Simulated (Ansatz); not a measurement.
# A thicker film of KF (110) from two thinner ones

In a field along its normal an insulating film takes a dipole p. Written as a length, p/(ε₀AE), it should grow by 1 − 1/ε for each ångström added.

**Method.** Ansatz 0.2.0, plane waves with PAW datasets (its set soft_2), PBE; rocksalt films relaxed at a bulk in-plane lattice constant near the measured one, then held in weak fields of both signs with a dipole correction (A is the cell's area, E the outer field).

| run | distance between the outer atoms (Å) | p/(ε₀AE) (Å) |
| --- | --- | --- |
| 5 units | 7.566 | 5.047 |
| 8 units | 13.381 | 7.907 |
| 12 units | 21.120 | ? |

**Question.** What value belongs in the row marked “?”, and how far can the other rows tell?

Two rows fix a line: slope = (7.907 − 5.047) / (13.381 − 7.566) = 0.4918, intercept 1.3261. That slope means ε = 1/(1 − 0.4918) = 1.97. At 21.120 it gives 0.4918 × 21.120 + 1.3261 = 11.713 Å, beyond the rows fitted. Rounding of the rows alone allows about ±0.003 Å there; two rows can't show whether the line holds.

The run itself gives 11.719 Å: a miss of +0.006 Å, or 0.1 % of the value. The length is met to within 1 %, though ε is more sensitive than the length: the two thickest films give ε = 1.97.

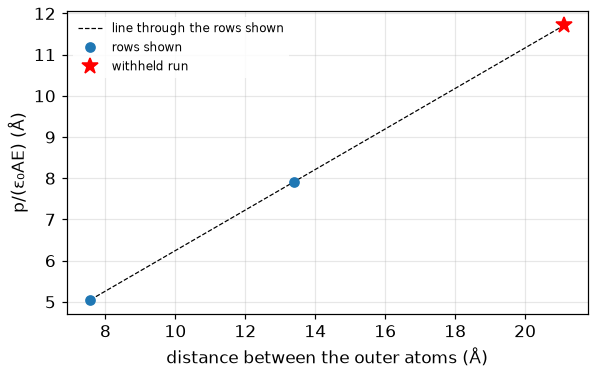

The fit and the withheld run.

Caveats: This is the electronic response alone. A unit is one step of the cut along the normal (a plane, a pair of planes or a cell), and the layers relax along it, away from their bulk spacing where the functional's lattice constant differs from the one held.
